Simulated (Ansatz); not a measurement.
Cell and atoms:

```cif
data_structure
_symmetry_space_group_name_H-M 'P 1'
_symmetry_Int_Tables_number 1
_cell_length_a 4.7869
_cell_length_b 4.7869
_cell_length_c 4.7869
_cell_angle_alpha 90.000
_cell_angle_beta 90.000
_cell_angle_gamma 90.000
_cell_volume 109.69
loop_
_atom_site_label
_atom_site_type_symbol
_atom_site_fract_x
_atom_site_fract_y
_atom_site_fract_z
_atom_site_occupancy
Hf1 Hf 0.00000 0.00000 0.00000 1
N1 N 0.25000 0.25000 0.25000 1
Hf2 Hf 0.00000 0.50000 0.50000 1
N2 N 0.25000 0.75000 0.75000 1
Hf3 Hf 0.50000 0.00000 0.50000 1
N3 N 0.75000 0.25000 0.75000 1
Hf4 Hf 0.50000 0.50000 0.00000 1
N4 N 0.75000 0.75000 0.25000 1
```

Question: Work out the structure from the coordinates.

Answer: Its composition is HfN. Its lattice is face-centred cubic, its space group F-43m (No. 216). The prototype is zinc blende (sphalerite type). Atoms per cell: 8 (4 Hf, 4 N). Hf is surrounded by four N in a tetrahedral arrangement at 2.07 Å. Around each N lie four Hf in a tetrahedral arrangement at 2.07 Å. Not all metal-metal contacts are counted. The bonds build a three-dimensional framework.

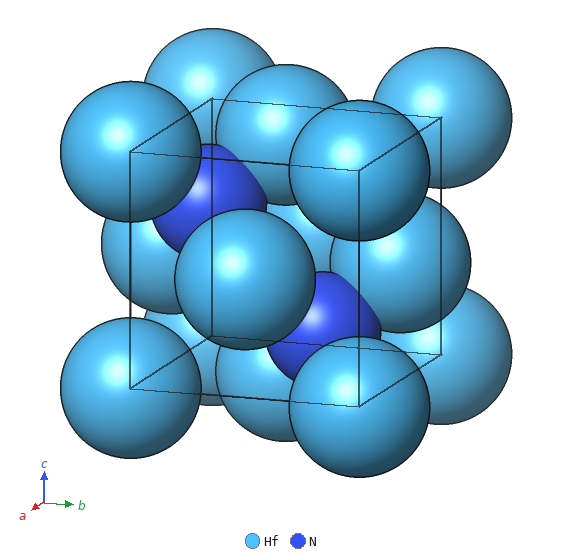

Crystal structure, space-filling style, seen slightly off an axis. Thin lines show the conventional unit cell, with boundary atoms drawn in all their periodic places.

Starting structure: a structure listed in the Materials Project. The cell was then strained or its atoms displaced on purpose. A calculation with Ansatz used it as input.

At this level of theory the run's own cell isn't at rest (compressed, at 11 GPa), so its distances can differ from those at equilibrium, the more so the softer the solid.
